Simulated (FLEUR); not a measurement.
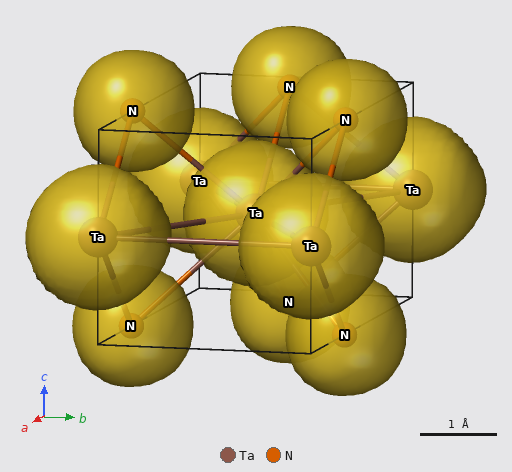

Figure. TaN. Isosurface of the total electron density at 0.8 e/Å³ (yellow), seen slightly off an axis. Sticks mark near contacts.

Space group Cm; changed on purpose from its base cell (strain component 4 = 0.02).

These are results of FLEUR MaX-R8.1 (later development tree), Kohn-Sham DFT of a periodic cell, PBEsol, all-electron, not measurements.

The calculation treats all electrons.

```cif
data_structure
_symmetry_space_group_name_H-M 'P 1'
_symmetry_Int_Tables_number 1
_cell_length_a 5.0890
_cell_length_b 2.9380
_cell_length_c 2.8831
_cell_angle_alpha 90.000
_cell_angle_beta 91.146
_cell_angle_gamma 90.000
_cell_volume 43.10
loop_
_atom_site_label
_atom_site_type_symbol
_atom_site_fract_x
_atom_site_fract_y
_atom_site_fract_z
_atom_site_occupancy
Ta1 Ta 0.00000 0.00000 0.50000 1
Ta2 Ta 0.50000 0.50000 0.50000 1
N1 N 0.16667 0.50000 0.00000 1
N2 N 0.66667 0.00000 0.00000 1
```

Question: How is the density connected at this value?

Answer: At this value the density breaks into separate islands. It bridges none of the near contacts. It is pinched off along the sampled Ta–N (2.20 Å), Ta–Ta (2.88 Å), Ta–N (2.25 Å) and Ta–Ta (2.94 Å) contacts. On the grid the lowest density along these lines, outside the cores, is 0.58 e/Å³ (Ta–N, 2.20 Å), 0.3 e/Å³ (Ta–Ta, 2.88 Å), 0.53 e/Å³ (Ta–N, 2.25 Å) and 0.3 e/Å³ (Ta–Ta, 2.94 Å).
